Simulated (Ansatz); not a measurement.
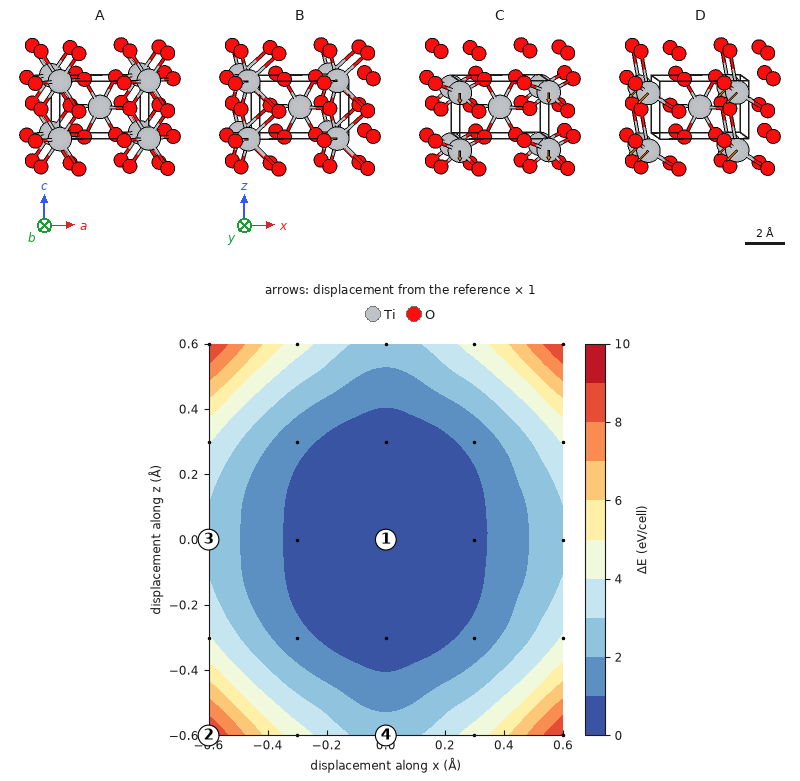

A scan of crystalline TiO2 (P4_2/mnm): a Ti atom (one in each cell of 6 atoms) is moved over the plane of the Cartesian directions x and z, all else fixed. The map is interpolated between the computed points (dots). The frames are shuffled; each belongs to one numbered point. Style: ball-and-stick. Shown: the cell of the calculation, nearly along the normal of the scanned plane. Orange arrows: displacements from the reference.

All numbers below come from DFT PBE+U, scalar-relativistic, plane waves, PAW (Ansatz 0.2.0). (plane-wave cutoff 420 eV; k-point mesh 6 × 6 × 10; occupations gaussian; smearing width 0.05 eV; U Ti 4.0 eV; no spin polarisation). Energies (free energies at the smearing named) are counted from the relaxed crystal.

Question: Which frame belongs to which numbered point?

Answer: Point 1 is frame A, at (0.00, 0.00) and 0.00 eV/cell; 2 is frame D, at (−0.60, −0.60) and 9.09 eV/cell; 3 is frame B, at (−0.60, 0.00) and 2.84 eV/cell; 4 is frame C, at (0.00, −0.60) and 2.56 eV/cell. In pairs of (displacement along x (Å); displacement along z (Å)): the lowest computed point lies at (0.00, 0.00) (0.00 eV/cell), the highest at (−0.60, −0.60), (0.60, 0.60), (0.60, −0.60), (−0.60, 0.60) (9.09 eV/cell).  Over the ranges scanned the energy rises by about as much along both axes.
